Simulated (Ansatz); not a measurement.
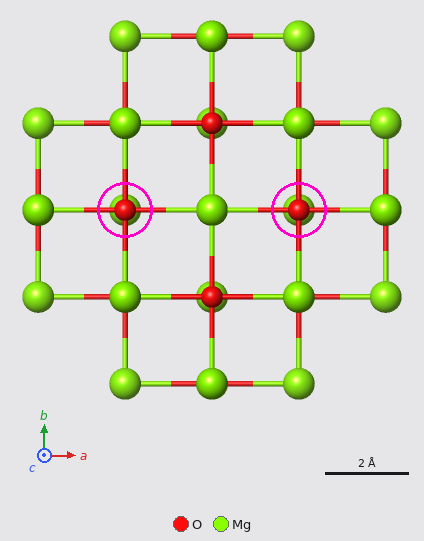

Perfect MgO. The picture is a ball-and-stick view of the atoms within 5.1 Å of one point, in a slice 5.0 Å thick across the line of sight, seen along the c axis.

These are results of DFT, PBEsol, PAW, plane waves in Ansatz 0.2.0, not measurements. Settings: plane-wave cutoff 420 eV; k-point mesh 1 × 1 × 1; mesh shifted by (0.25, 0.25, 0.25); no spin polarisation. Fermi-Dirac smearing of 0.01 eV. The axes drawn are those of the host's conventional cell.

Two magnesium atoms are replaced by gallium, the two sites 4.2 Å apart at the ringed places, in charge state 0. The supercell has 64 sites, and the atoms are relaxed at the host's cell.

> Predict the relaxed surroundings of the defect.

One site: in the host the Mg atom has 6 O at 2.11 Å; the Ga atom ends with 6 O at 1.89 to 2.10 Å. The other site: in the host the Mg atom has 6 O at 2.11 Å; the Ga atom ends with 6 O at 2.26 to 2.32 Å. Of the host's atoms, an oxygen atom moves furthest from its site, by 0.21 Å.

The relaxed defect, seen from the same direction:

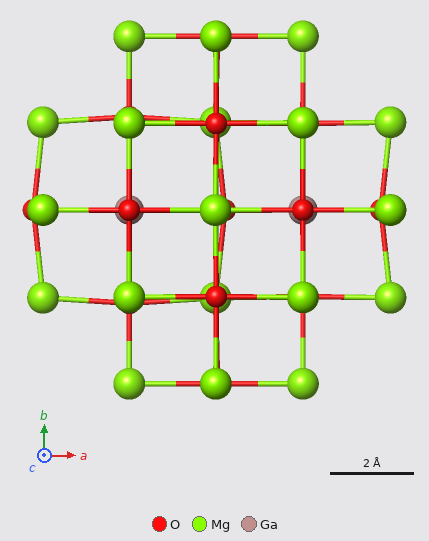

Limits of the set-up: the periodic images lie only 8.4 Å apart, so the values are limited by the cell's size.
